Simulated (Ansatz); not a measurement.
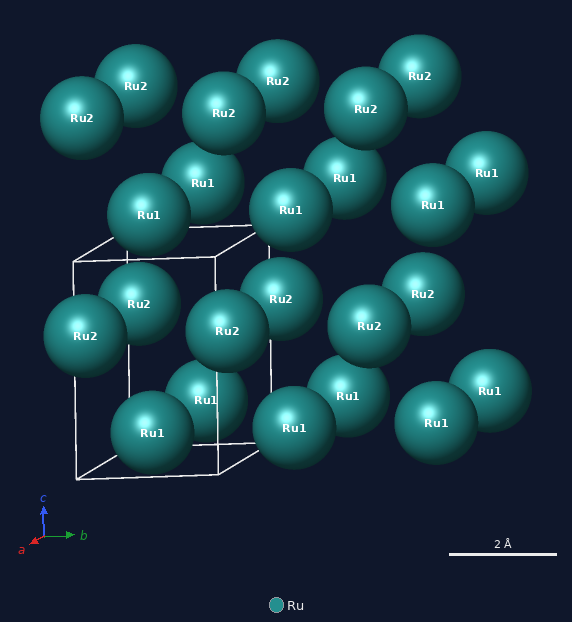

*The structure as given in the input (spheres-only view of the cell of the calculation, repeated 2 × 3 × 2, seen slightly off an axis; atoms are numbered from 1 in the order of the input). An atom can appear more than once, as a periodic image.*

**Ru: geometry relaxation**

Ru (2 atoms in the cell), computed with DFT PBEsol, scalar-relativistic, plane waves, PAW, no spin polarisation (Ansatz 0.2.0).

The structure derives from a Materials Project entry. It belongs to a series of runs on one base structure; here: shear of c along a, cell held, atoms relaxed: +4.0 %. Figures and captions count atoms from 1; the log counts them from 0 in places.

Input:
```yaml
crystal:
  lattice:
    - [2.6894812015, 0.0, 0.0]
    - [-1.3447406008, 2.3291590435, 0.0]
    - [0.170077722, 0.0, 4.2519430499]
  atoms:
    - { symbol: Ru, position: [0.3335432113, 0.6670864226, 0.25] }
    - { symbol: Ru, position: [0.6664567887, 0.3329135774, 0.75] }
basis:
  ecutwfc: 420
kpoints:
  mp_grid: { grid: [24, 24, 12] }
hamiltonian:
  xc: pbesol
scf:
  occupations: { method: gaussian, width: 0.1 }
output:
  forces: true
  stress: true
  eigenvalues: true
  write_density: true
  write_potential: true
  elf: true
  volumetric_format: npy
relax:
  adjacent_minimum: "off"
  f_tol: 0.008
  max_steps: 40
```

Launched with:
```bash
ansatz run input.yaml --threads 1 --pin off --max-ram 2560MiB --backend cpu --events-out ev --progress --plain --runs-dir out
```

The program's output:
```
Warning: output.stress: scf.convergence.dr2_threshold = 6.4e-8 eV (the default of a walk held to its f_tol) is looser than the 2e-10 eV advised for a printed stress (1e-10 eV for each atom of the cell: 2). What an SCF threshold leaves in a stress goes as its square root, and in the free energy as the threshold itself, and one threshold admits the most on a small cell: of the crystals measured, under no hybrid functional and no lock of the moments, on runs that ended without the residual-converged pass, on stresses that held no estimate of that error, the worst erred by over 100 MPa in a component at 1e-7 eV an atom and by under 5 at 1e-10. Every solve of this run answers to scf.convergence.dr2_threshold, and the tensor of one is reported: a single SCF on the reported geometry and on this run's grids (its basis.xc_grid and basis.ecutrho_ratio typed), with scf.convergence.dr2_threshold at 2e-10 eV or tighter, prints it and tightens no other solve. Else set scf.convergence.dr2_threshold to 2e-10 eV or tighter. The threshold is an SCF's pass mark: one that does not reach it within its budget of iterations ends unconverged, or closes short of it on a stop that the run arms, and scf.convergence.dr2_threshold's page says what that costs each kind of run
Engine: ansatz 0.2.0, x86_64-unknown-linux-gnu
Pseudopotentials: kind: paw
Pseudopotential: Ru, paw, valence charge 16, recommended cutoff 420 eV (normal), Ru.paw.azcp
Functional definition: PBEsol
  exchange = pbesol_x
  correlation = pbesol_c
Crystal: 2 atoms, lattice volume = 26.635 Å³
Basis set: ecut = 420 eV, 531 PW (Γ), exchange–correlation on 36×36×60 points (8 copies of the dense FFT grid, shifted against one another)
Bands: 20, of which v1, the nominal top of the filled ones, is band 16 counted from 1 (15 counted from 0)
Symmetry: 4 space group operations
Space group: C2/c (ITA 15), of the structure as read, at distance tolerance 3.0e-5 Å
k-points: 1814 of 6912
Non-local potential: Ru, projectors of the file, l = 0: 3, l = 1: 2, l = 2: 2, l = 3: 1
PAW form: soft (Blöchl's): semilocal exchange-correlation on the pseudo side does not see the compensation charge
PAW frozen core: Ru, regenerated for the run's functional, and the local potential with it (the file was generated under x = pbe(κ = 0.804, μ = 0.2195149727645171), c = pbe(β = 0.06672455060314922))
PAW one-centre angular grid: Ru, 590 points (default); XC on 64 Gauss nodes
Initial density: superposition of atomic densities (neutral atoms: chi_scale 0, normalization atom), corrected by the library's trained network
Initial wavefunctions: pseudopotential atomic-orbital guess
Functional: x = pbesol(κ = 0.804, μ = 0.12345679012345678), c = pbesol(β = 0.046)
SCF iter   1: F=—  HF=-11632.988079 eV  |F-HF|=—  |Δ(HF+E_count)|=         —  Δρ=1.11e-2  dr2=2.04e-2  ethr=1.77e-3  ⟨swp⟩=5.0  Hψ=139776  notcnv=0
preconditioner: auto → none  [metal: Δε(μ)=0.000 eV  Ē_g=6.018 eV  σ=0.100 eV  W_gap=0.00  n_scr=8 (ndim 8)  ℏωp=28.8 eV  f_vac=0.000  D(μ)=1.80/eV (n_scr^D=22)  sad-step TF]
SCF iter   2: F=—  HF=-11632.984764 eV  |F-HF|=—  |Δ(HF+E_count)|=   3.32e-3  Δρ=5.74e-3  dr2=5.14e-3  ethr=6.39e-5  ⟨swp⟩=2.7  Hψ=65691  notcnv=0
SCF iter   3: F=—  HF=-11632.983770 eV  |F-HF|=—  |Δ(HF+E_count)|=   9.94e-4  Δρ=3.88e-4  dr2=1.18e-5  ethr=1.61e-5  ⟨swp⟩=2.0  Hψ=50740  notcnv=0
SCF iter   4: F=—  HF=-11632.983765 eV  |F-HF|=—  |Δ(HF+E_count)|=   5.18e-6  Δρ=8.05e-5  dr2=1.19e-6  ethr=3.68e-8  ⟨swp⟩=2.0  Hψ=65084  notcnv=0
iter 5 did not close the SCF: its close was put off for the readings that it lacked (scf_convergence_deferred on its scf_iter line)
SCF iter   5: F=-11632.983765 eV  HF=-11632.983765 eV  |F-HF|=2.52e-8  |Δ(HF+E_count)|=   3.09e-7  Δρ=1.61e-5  dr2=4.09e-8  ethr=3.71e-9  ⟨swp⟩=2.0  Hψ=59865  notcnv=0
SCF iter   6: F=-11632.983765 eV  HF=-11632.983765 eV  |F-HF|=7.68e-10  |Δ(HF+E_count)|=   1.04e-8  Δρ=3.30e-6  dr2=1.40e-9  ethr=1.28e-10  ⟨swp⟩=5.7  Hψ=215041  notcnv=0
SCF 1 converged in 6 iterations: F = -11632.983765 eV  dr2 = 1.40e-9
  greatest PAW one-centre occupation: 0.998 electrons in one spin orbital (limit 2), on the Ru atom at site 1 (counted from 0), in its partial waves of l = 0
relax step   1: F+E_penalty+E_count = -11632.98376455 eV  Δ(F+E_penalty+E_count) = +0.000e0 eV  max|allowed force component| = 2.259e-2 eV/Å  Δτ_max = 0.0000 Å  (6 SCF iters, dr2 threshold 1.60e-6 eV, accepted)
Initial density: handed on by an earlier stage of this run
Initial wavefunctions: those handed on with the density
iter 1 solved again at ethr=1.00e-7 eV; its pass at ethr=3.10e-3 eV (dr2=3.21e-5 eV) is discarded
SCF iter   1: F=—  HF=-11632.983826 eV  |F-HF|=—  |Δ(HF+E_count)|=         —  Δρ=4.48e-4  dr2=3.54e-5  ethr=1.00e-7  ⟨swp⟩=1.8  Hψ=120286  notcnv=0  defer=173
preconditioner: auto → none  [metal: Δε(μ)=0.001 eV  Ē_g=5.996 eV  σ=0.100 eV  W_gap=0.01  n_scr=8 (ndim 8)  ℏωp=28.8 eV  f_vac=0.000  D(μ)=1.84/eV (n_scr^D=22)]
SCF iter   2: F=—  HF=-11632.983787 eV  |F-HF|=—  |Δ(HF+E_count)|=   3.93e-5  Δρ=1.89e-4  dr2=3.00e-6  ethr=1.00e-7  ⟨swp⟩=2.0  Hψ=50833  notcnv=0  defer=173
SCF iter   3: F=—  HF=-11632.983786 eV  |F-HF|=—  |Δ(HF+E_count)|=   4.51e-7  Δρ=5.82e-5  dr2=2.44e-7  ethr=9.37e-9  ⟨swp⟩=1.0  Hψ=35920  notcnv=0  defer=173
iter 4 did not close the SCF: its close was put off for the readings that it lacked (scf_convergence_deferred on its scf_iter line)
SCF iter   4: F=-11632.983786 eV  HF=-11632.983786 eV  |F-HF|=2.55e-11  |Δ(HF+E_count)|=   7.96e-9  Δρ=3.33e-6  dr2=6.17e-10  ethr=7.63e-10  ⟨swp⟩=1.0  Hψ=35920  notcnv=0  defer=173
iter 5 did not close the SCF: its close was put off for the readings that it lacked (scf_convergence_deferred on its scf_iter line)
SCF iter   5: F=-11632.983786 eV  HF=-11632.983786 eV  |F-HF|=1.82e-11  |Δ(HF+E_count)|=  5.95e-10  Δρ=6.27e-7  dr2=3.68e-11  ethr=1.93e-12  ⟨swp⟩=2.0  Hψ=65055  notcnv=0  defer=173
SCF iter   6: F=-11632.983786 eV  HF=-11632.983786 eV  |F-HF|=7.28e-12  |Δ(HF+E_count)|=  1.27e-11  Δρ=9.98e-8  dr2=7.76e-13  ethr=1.00e-12  ⟨swp⟩=4.9  Hψ=171725  notcnv=0
SCF 2 converged in 6 iterations: F = -11632.983786 eV  dr2 = 7.76e-13
relax step   2: F+E_penalty+E_count = -11632.98378628 eV  Δ(F+E_penalty+E_count) = -2.172e-5 eV  max|allowed force component| = 1.330e-2 eV/Å  Δτ_max = 0.0023 Å  (6 SCF iters, accepted)
SCF iter   1: F=—  HF=-11632.983827 eV  |F-HF|=—  |Δ(HF+E_count)|=         —  Δρ=1.65e-4  dr2=4.83e-6  ethr=1.51e-7  ⟨swp⟩=2.0  Hψ=79316  notcnv=0
SCF iter   2: F=—  HF=-11632.983798 eV  |F-HF|=—  |Δ(HF+E_count)|=   2.87e-5  Δρ=6.97e-5  dr2=4.09e-7  ethr=1.51e-8  ⟨swp⟩=2.0  Hψ=63563  notcnv=0
iter 3 did not close the SCF: its close was put off for the readings that it lacked (scf_convergence_deferred on its scf_iter line)
SCF iter   3: F=-11632.983798 eV  HF=-11632.983798 eV  |F-HF|=1.99e-9  |Δ(HF+E_count)|=   5.95e-8  Δρ=2.14e-5  dr2=3.28e-8  ethr=1.28e-9  ⟨swp⟩=1.1  Hψ=36955  notcnv=0
iter 4 did not close the SCF: its close was put off for the readings that it lacked (scf_convergence_deferred on its scf_iter line)
SCF iter   4: F=-11632.983798 eV  HF=-11632.983798 eV  |F-HF|=3.64e-12  |Δ(HF+E_count)|=  8.68e-10  Δρ=1.22e-6  dr2=8.06e-11  ethr=1.03e-10  ⟨swp⟩=1.0  Hψ=36043  notcnv=0
iter 5 did not close the SCF: its close was put off for the readings that it lacked (scf_convergence_deferred on its scf_iter line)
SCF iter   5: F=-11632.983798 eV  HF=-11632.983798 eV  |F-HF|=3.64e-12  |Δ(HF+E_count)|=  8.00e-11  Δρ=2.28e-7  dr2=5.03e-12  ethr=1.00e-12  ⟨swp⟩=2.4  Hψ=60117  notcnv=0
SCF iter   6: F=-11632.983798 eV  HF=-11632.983798 eV  |F-HF|=0.00e0  |Δ(HF+E_count)|=  3.64e-12  Δρ=4.07e-8  dr2=8.20e-14  ethr=1.00e-12  ⟨swp⟩=4.6  Hψ=159699  notcnv=0
SCF 3 converged in 6 iterations: F = -11632.983798 eV  dr2 = 8.20e-14
relax step   3: F+E_penalty+E_count = -11632.98379782 eV  Δ(F+E_penalty+E_count) = -1.155e-5 eV  max|allowed force component| = 4.628e-5 eV/Å  Δτ_max = 0.0009 Å  (6 SCF iters, accepted)
```

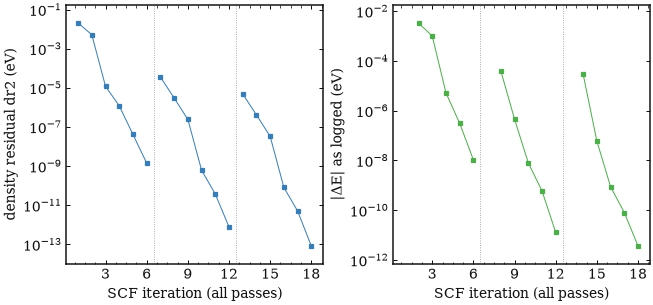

*Convergence of the self-consistent field: density residual dr2 and size of the energy change against the SCF iteration. The dotted lines part the SCF passes of the relaxation: geometry steps, rejected trials and re-solves on a re-selected basis.*

The passes take 6, 6 and 6 iterations.

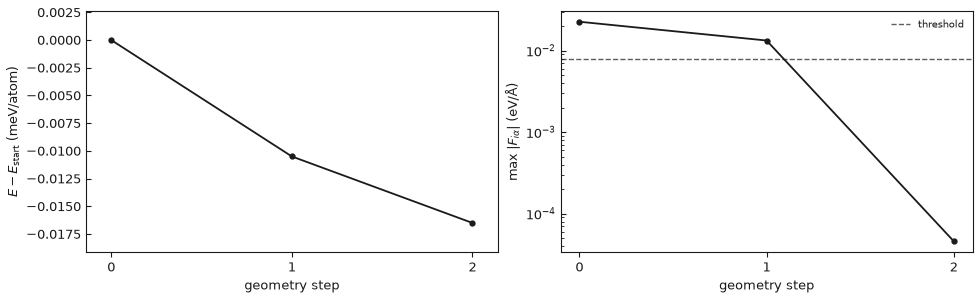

*Progress of the relaxation, step by step (the first geometry is step 0 here and step 1 in the log).*

No atom moves by more than 0.005 Å. The cell doesn't change. The space group stays C2/c (No. 15). The energy falls by next to nothing (0.0 meV per atom) in 2 geometry steps. Largest force component: 0.023 eV/Å at the start, under 0.0001 eV/Å at the end. (Atoms are counted from 1 in the order of the input.)

```
SCF converged after 6 iterations
Free energy (F): -11632.983798 eV
Harris-Foulkes:  -11632.983798 eV  (|F-HF|=0.00e0)
Internal energy: -11632.974610 eV  (E = F + TS)
E sigma→0 (E₀):  -11632.979204 eV
Entropy (-TS):   -0.009188 eV (-4.594 meV/atom)
Fermi energy:    23.954117 eV
--- Per-component energies (eV) ---
  E_band       = -94.073385
  E_kinetic    = 1029.572855
  E_local      = -2476.639107  (includes V_loc(G=0)·N_el)
  E_nonlocal   = 689.367754
  E_hartree    = 793.321901
  E_xc         = -379.681403
  E_vxc        = -478.340224  (∫ρ·V_xc dr)
  E_paw        = -6798.796753  (= ΣΔE_a)
  E_vpaw       = -444.678044  (= ΣTr[D̂ρ^β])
  E_aug_tail   = -0.000424  (compensation charges beyond the density's cutoff)
  E_ewald      = -4490.626025
  E_core_change = 0.506592  (= ΣΔE_core)
  E_smearing   = -0.009188  (= −TS)
  E_closure    = 0.000000  (closes the sum)
  Σ components = -11632.983798   (vs F -11632.983798, Δ=0.00e0)
--- Forces (eV/Å), atoms counted from 1 ---
  atom   1  Ru     0.00000000    -0.00004628     0.00000000
  atom   2  Ru    -0.00000000     0.00004628     0.00000000
  max |Σ_I F_I| component: 0.00e0 eV/Å
--- Stress (GPa, compression-positive) ---
        0.466647      -0.000000      -8.184155
       -0.000000       0.583302      -0.000000
       -8.184155      -0.000000       0.217302
  P = ⅓ Tr σ = 0.4224 GPa (4.224 kbar)
--- Band table (eV; the first three rows and the last of 1814) ---
  k-point 0: bands = ["-49.1694", "-48.9429", "-19.7234", "-18.7161", "-18.7116", "-18.5481", "-18.5319", "-18.4684", "15.7650", "17.5467", "21.2450", "21.2582", "21.3886", "21.9402", "21.9607", "22.4954", "22.5770", "25.1307", "25.1774", "25.2069"]
  k-point 1: bands = ["-49.1656", "-48.9469", "-19.7033", "-18.7132", "-18.7088", "-18.5542", "-18.5349", "-18.4875", "15.8450", "17.5736", "21.1596", "21.1929", "21.4090", "21.8974", "21.9150", "22.6050", "22.6727", "24.9308", "25.1466", "25.1849"]
  k-point 2: bands = ["-49.1545", "-48.9584", "-19.6439", "-18.7045", "-18.7006", "-18.5861", "-18.5437", "-18.5291", "16.0788", "17.6487", "21.0037", "21.0885", "21.3685", "21.7728", "21.7861", "22.8880", "22.9329", "24.2384", "25.1564", "25.1913"]
  k-point 1813: bands = ["-48.9813", "-48.9010", "-19.3454", "-19.3270", "-19.1559", "-19.0543", "-18.8368", "-18.7458", "18.4677", "19.0590", "19.3481", "19.8604", "20.7692", "21.5638", "22.3219", "24.0662", "25.3135", "25.5652", "27.8989", "33.3264"]
--- Relaxed structure (3 steps of the walk, 3 accepted, 0 SCFs on fresh bases) ---
  F+E_penalty+E_count = -11632.98379782 eV   max|allowed force component| = 4.628e-5 eV/Å
  atoms:
    - { symbol: Ru, position: [0.3338600077823243, 0.6677200155646486, 0.24999999999999997] }
    - { symbol: Ru, position: [0.6661399922176754, 0.3322799844353511, 0.75] }
```

Trajectory as extended XYZ (Å, eV, eV/Å), 3 frames, from step=1 to step=3:
```
2
Lattice="2.6895 0.0000 0.0000 -1.3447 2.3292 0.0000 0.1701 0.0000 4.2519" Properties=species:S:1:pos:R:3:forces:R:3 step=1 energy=-11632.98377
Ru    0.0425    1.5537    1.0630    0.0000   0.0226   0.0000
Ru    1.4723    0.7754    3.1890    0.0000  -0.0226   0.0000
2
Lattice="2.6895 0.0000 0.0000 -1.3447 2.3292 0.0000 0.1701 0.0000 4.2519" Properties=species:S:1:pos:R:3:forces:R:3 step=2 energy=-11632.98379
Ru    0.0425    1.5561    1.0630    0.0000  -0.0133   0.0000
Ru    1.4723    0.7731    3.1890    0.0000   0.0133   0.0000
2
Lattice="2.6895 0.0000 0.0000 -1.3447 2.3292 0.0000 0.1701 0.0000 4.2519" Properties=species:S:1:pos:R:3:forces:R:3 step=3 energy=-11632.98380
Ru    0.0425    1.5552    1.0630    0.0000   0.0000   0.0000
Ru    1.4723    0.7739    3.1890    0.0000   0.0000   0.0000
```

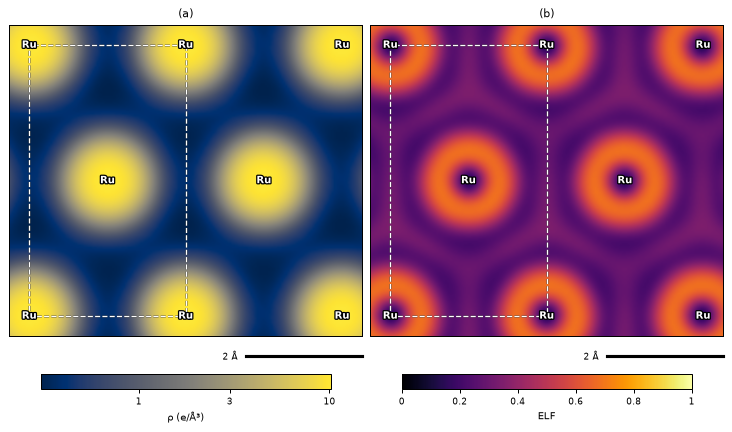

*(a) valence pseudo-density; (b) electron localisation function on the (001) plane of the conventional cell.*

Ru–Ru (2.69 Å): the density is about 0.4 e/Å³ at the midpoint; the ELF is about 0.30 at the midpoint; no shared electron pair. Away from the nuclei the density in this plane falls to 0.31 e/Å³ at its lowest. The strong features right at Ru lie inside the PAW spheres (semicore, d or f shells) and say nothing about bonding. The fields are those of the smooth PAW valence density.

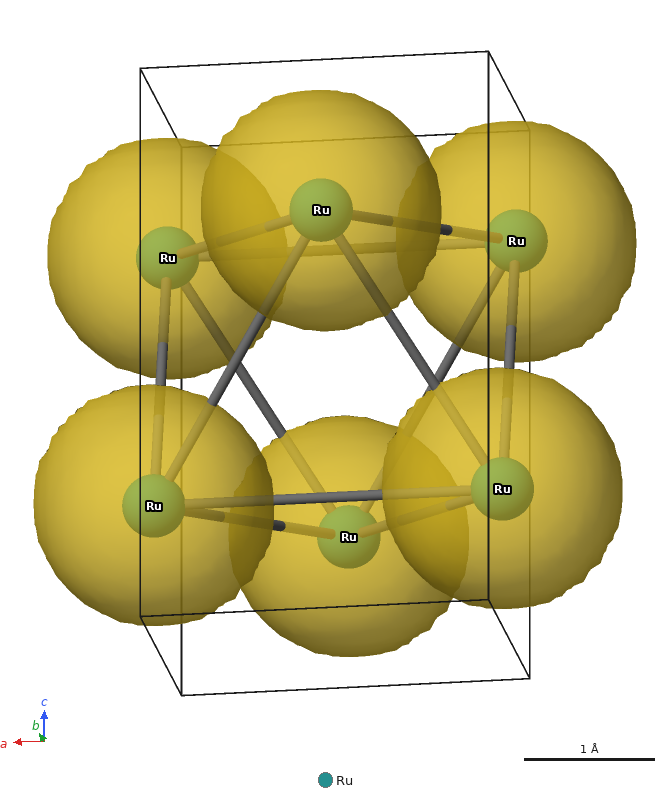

*Isosurface of the valence pseudo-density at 1 e/Å³ (yellow), seen at an oblique angle. Sticks mark near contacts. The outline is the cell set on symmetry axes.*

At this value the density breaks into separate islands; it holds about 75 % of the electrons treated as valence (semicore included). It is pinched off along the Ru–Ru (2.59 Å) and Ru–Ru (2.68 Å) contacts. On the grid the lowest density along these lines, outside the cores, is 0.47 e/Å³ (Ru–Ru, 2.59 Å) and 0.41 e/Å³ (Ru–Ru, 2.68 Å).

Results in brief:

```tsv
quantity	value
outcome	converged
space group (tolerance 0.01 Å)	C2/c (15)
electrons treated	32
free energy	−11632.9838 eV
Fermi energy	23.954 eV
gap on the k-point mesh	none (metallic)
pressure	0.42 GPa
final volume	26.64 Å³
largest force (length of the vector) at the end	under 0.001 eV/Å
final cell	a = 2.689 Å, b = 2.689 Å, c = 4.255 Å, α = 91.15°, β = 87.71°, γ = 120.00°
hardware	1 thread of Intel Xeon (Granite Rapids), 32 GiB of memory available, shared host
wall time	74 s
peak memory	1.1 GiB
```

Notes:

Warnings of the run: the SCF threshold is looser than advised for the printed stress.
